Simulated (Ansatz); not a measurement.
Consider Si₅Ni (amorphous cell).

The calculation's input:

```
crystal:
  lattice:
    - [7.45769, 0.272024, -0.351858]
    - [0.288071, 7.35959, -0.09357]
    - [-0.368781, -0.093477, 7.224227]
  atoms:
    - { symbol: Si, position: [0.7109390728, 0.3999192372, 0.8134565475] }
    - { symbol: Si, position: [0.3298312071, 0.3325421226, 0.874801426] }
    - { symbol: Si, position: [0.7757639645, 0.7230701344, 0.3455638066] }
    - { symbol: Si, position: [0.4059822944, 0.5751435249, 0.1256873476] }
    - { symbol: Si, position: [0.7081491549, 0.471074702, 0.1360283555] }
    - { symbol: Si, position: [0.9522228328, 0.154944991, 0.4735911868] }
    - { symbol: Si, position: [0.9926999014, 0.7444254985, 0.1317843066] }
    - { symbol: Si, position: [0.4442728924, 0.1054088849, 0.5696597221] }
    - { symbol: Si, position: [0.7707190891, 0.8350858182, 0.870818518] }
    - { symbol: Si, position: [0.7602836282, 0.1584035971, 0.1875691593] }
    - { symbol: Si, position: [0.8814273099, 0.1128001747, 0.7763965711] }
    - { symbol: Si, position: [0.070836662, 0.1202086219, 0.070825634] }
    - { symbol: Si, position: [0.1496816039, 0.7474956224, 0.6799543113] }
    - { symbol: Si, position: [0.2071649348, 0.3399979278, 0.5081667288] }
    - { symbol: Si, position: [0.445126348, 0.8117945134, 0.8935199553] }
    - { symbol: Si, position: [0.5445184727, 0.9636218472, 0.2950868463] }
    - { symbol: Si, position: [0.1963528325, 0.9416472021, 0.4354626279] }
    - { symbol: Si, position: [0.4312941335, 0.557279845, 0.6679271318] }
    - { symbol: Si, position: [0.866008373, 0.6174840037, 0.6500187084] }
    - { symbol: Si, position: [0.1224407683, 0.4335654633, 0.146117226] }
    - { symbol: Ni, position: [0.2545786696, 0.6152052749, 0.3893689243] }
    - { symbol: Ni, position: [0.5749670488, 0.104885756, 0.8673491963] }
    - { symbol: Ni, position: [0.2718665108, 0.8724361988, 0.1447088494] }
    - { symbol: Ni, position: [0.2291765948, 0.0386144496, 0.8102456819] }
basis:
  ecutwfc: 420
kpoints:
  mp_grid: { grid: [4, 5, 5] }
hamiltonian:
  xc: pbe
scf:
  occupations: { method: gaussian, width: 0.1 }
  n_extra_bands: 12
output:
  forces: true
  stress: true
  eigenvalues: true
  populations: true
  dos:
    method: { smearing: { sigma: 0.1, scheme: gaussian } }
    projected: true
    de: 0.02
  write_density: true
  write_potential: true
  elf: true
  volumetric_format: npy
```

Command:

```sh
ansatz run input.yaml --threads 2 --pin off --max-ram 5120MiB --backend cpu --events-out ev --progress --plain --runs-dir out
```

Computed without spin polarisation.

Computed with DFT PBE, scalar-relativistic, plane waves, PAW in Ansatz.

> What can the converged valence pseudo-density and electron localisation function tell about the bonding?

Si–Ni (2.28 Å): ρ at the midpoint is about 0.52 e/Å³; the ELF peaks at about 0.80 in the valence shell of Si, 0.9 Å from its nucleus, and is about 0.55 at the midpoint.

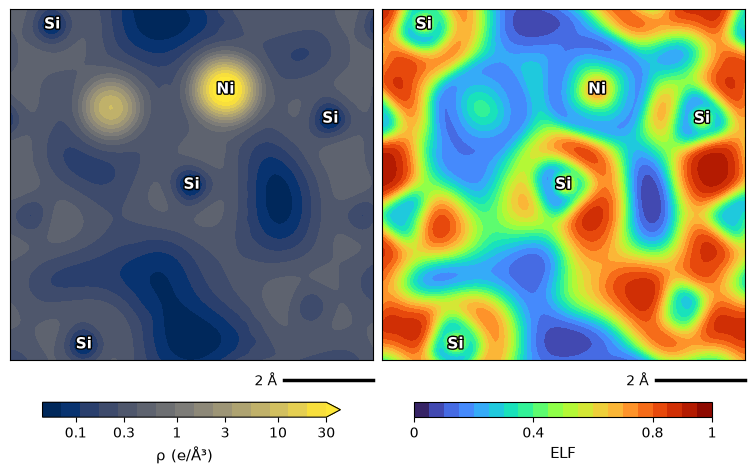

Computed valence pseudo-density and electron localisation function on the (010) plane of the calculation cell, in this order. Atoms just off the plane (Si, 0.4 Å away and Ni, 0.5 Å away) can leave unmarked features too.

Core electrons are frozen (PAW), and the valence fields are smoothed inside the atomic spheres.
